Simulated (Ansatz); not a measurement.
```yaml
crystal:
  lattice:
    - [4.22000, 0.00000, 0.00000]
    - [0.00000, 4.22000, 0.00000]
    - [0.00000, 0.00000, 4.22000]
  atoms:
    - { symbol: Ta, position: [0.00000, 0.00000, 0.00000] }
    - { symbol: Ta, position: [0.50000, 0.50000, 0.00000] }
    - { symbol: Ta, position: [0.50000, 0.00000, 0.50000] }
    - { symbol: Ta, position: [0.00000, 0.50000, 0.50000] }
```

Space group Fm-3m; computed pressure about −10 GPa in this cell.

Theory: Ansatz 0.2.0, Kohn-Sham DFT of a periodic cell, LDA, Ansatz PAW.

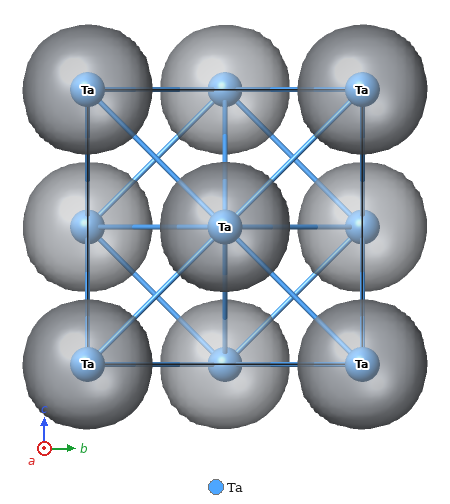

Ta. Isosurface of the valence charge density (pseudo) at 0.6 e/Å³ (grey), seen along the a axis. Sticks mark near contacts.

In a PAW calculation such maps are meaningful between the atoms, not at the nuclei.

Q: How is the density connected at this value?

A: At this value the density breaks into separate islands; it holds about 70 % of the electrons treated as valence (semicore included). It bridges none of the near contacts. It is pinched off along the sampled Ta–Ta (2.98 Å) contacts. On the grid the lowest density along these lines, outside the cores, is 0.26 e/Å³ (Ta–Ta, 2.98 Å).

Q: Does the calculation make it a metal, or give it a gap?

A: It is metallic or semimetallic at this level of theory: no gap opens.
